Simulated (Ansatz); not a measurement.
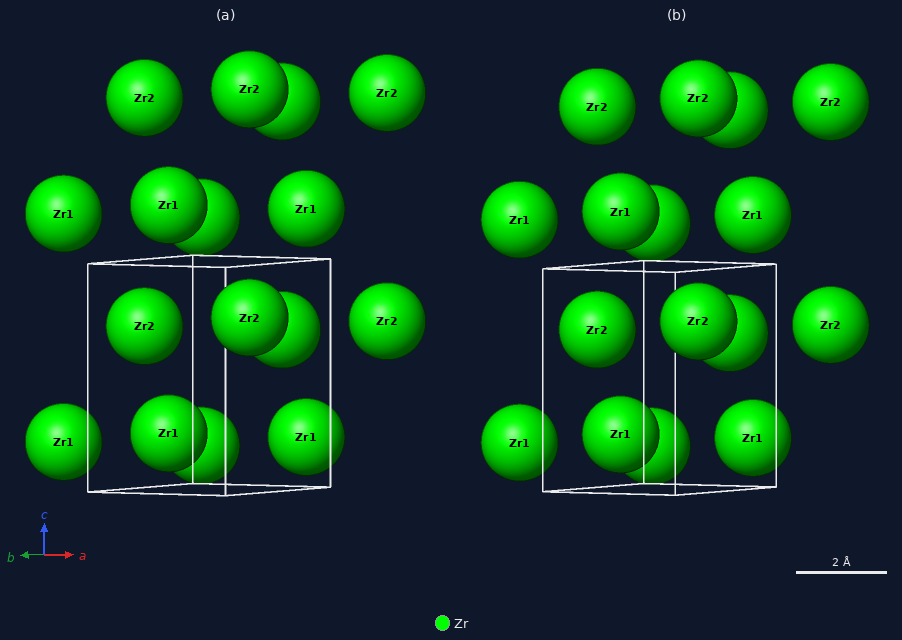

Left: a symmetric starting cell of Zr. Right: the same structure after one change, at the same scale. Style: spheres-only. Shown: the cell of the calculation, repeated 2 × 2 × 2 with one cell outlined, from a free direction.

Method: Ansatz 0.2.0, DFT PBE, scalar-relativistic, plane waves, PAW. Settings: plane-wave cutoff 420 eV; k-point mesh 15 × 15 × 8; occupations gaussian; smearing width 0.1 eV; no spin polarisation.

Which change leads from the left to the right?

The cell is strained by −2.3 % along c and −3.8 % across it (volume −9.7 %), the atoms keeping their fractional coordinates. No relaxation follows. The starting cell wasn't computed here and needn't be at equilibrium, so pressure and forces aren't due to the change alone.

What does the change do?

The pressure is 11.7 GPa (not all of it need come from the change, since the unchanged cell can be under pressure at this level too). The principal stresses (compression positive) are 12.0 GPa along c and 11.6 GPa across it. All forces vanish by symmetry. Among the bonded contacts that change: Zr–Zr 3.232 → 3.108 Å, Zr–Zr 3.179 → 3.088 Å. The space group stays P6_3/mmc (No. 194).
